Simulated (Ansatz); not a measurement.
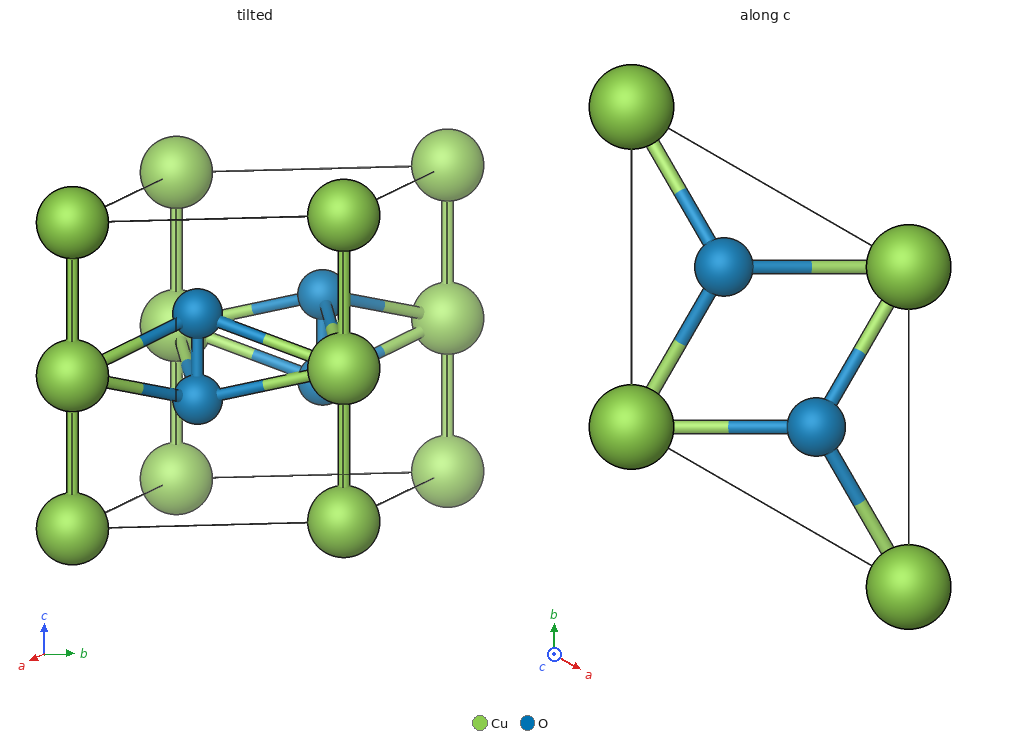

A ball-and-stick rendering, viewed slightly off an axis and along the c axis. The outline marks the conventional unit cell. Cell: a = 4.19 Å, b = 4.19 Å, c = 4.78 Å, α = 90.00°, β = 90.00°, γ = 120.00°.

Its origin is a random cell made by a generator, so it need not be a real form of the compound. Earlier steps of the study may have refined or changed the cell and positions. An electronic-structure calculation with Ansatz was run on it.

Question: Notes on the structure:

Answer: The formula is CuO₂. The structure has P6/mmm (No. 191) symmetry and a primitive hexagonal lattice. The cell comprises 2 formula units: 2 Cu, 4 O. Coordination numbers (contacts within bonding distance): Cu 2 to 14 (mean 8.0) and O 4.

Calculation details: DFT PBE, scalar-relativistic, plane waves, PAW (Ansatz 0.2.0); a basis cut at 420 eV, k-points on a 12×12×8 grid, Gaussian smearing of 0.01 eV, no spin polarisation.

Question: Does it come out as a metal, or with a gap?

Answer: A semiconductor at this level, with a gap of 0.06 eV, direct.

Question: Predict the Bader charges.

Answer: Cu +0.45 to +0.77 e; O -0.31 e.

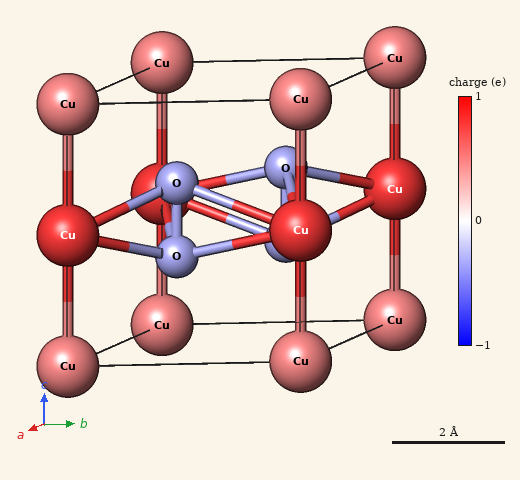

The atoms coloured by those charges. The run's cell of 6 atoms is drawn.

Question: Is this an equilibrium geometry for the method given?

Answer: Yes. All forces vanish to within 0.01 eV/Å. The pressure is 0.0 GPa, close to zero.
